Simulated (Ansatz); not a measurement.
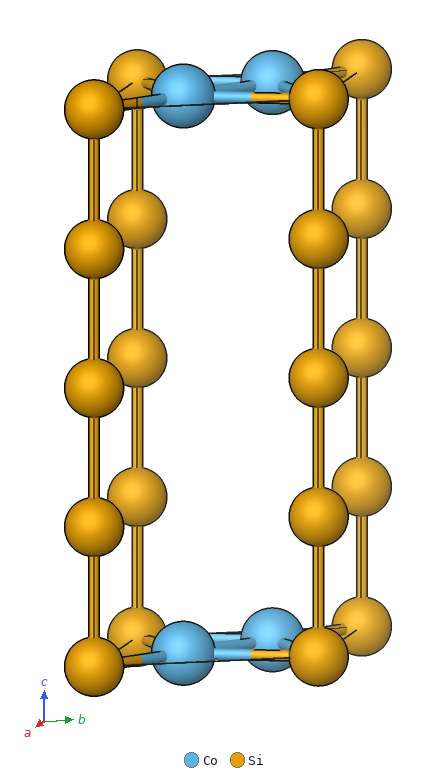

This ball-and-stick model is shown slightly off an axis. One simulation cell is framed, with atoms on its boundary repeated.

```yaml
crystal:
  lattice:
    - [3.99948, 0.00000, 0.00000]
    - [-1.99974, 3.46365, 0.00000]
    - [0.00000, 0.00000, 9.43178]
  atoms:
    - { symbol: Co, position: [0.33333, 0.66667, 0.00000] }
    - { symbol: Co, position: [0.66667, 0.33333, 0.00000] }
    - { symbol: Si, position: [0.00000, 0.00000, 0.74927] }
    - { symbol: Si, position: [0.00000, 0.00000, 0.25073] }
    - { symbol: Si, position: [0.00000, 0.00000, 0.50000] }
    - { symbol: Si, position: [0.00000, 0.00000, 0.00000] }
```

The numbers come from DFT PBE, scalar-relativistic, plane waves, PAW (Ansatz), using a plane-wave cutoff of 420 eV, a 12×12×4 sampling of the Brillouin zone, Gaussian smearing of 0.1 eV, collinear spins. The state is ferromagnetic.

Q: What net charge does each kind of atom have (Bader)?

A: Co -0.07 e; Si -0.04 to +0.11 e. Little charge moves, as in a metallic or covalent solid.

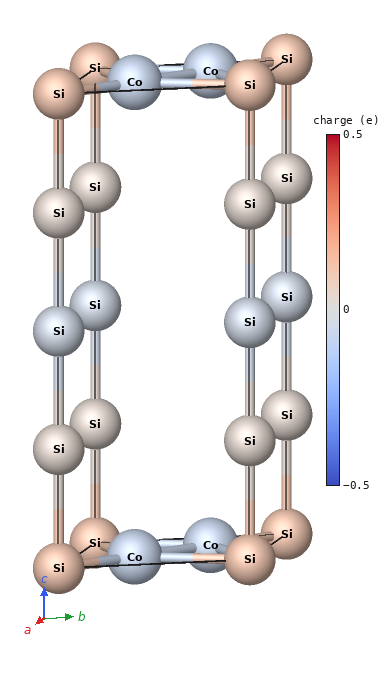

The atoms coloured by those charges.

Starting structure: a random cell made by a generator, so it need not be a real form of the compound. Earlier steps of the study may have refined or changed the cell and positions. It was run through Ansatz as a DFT input.
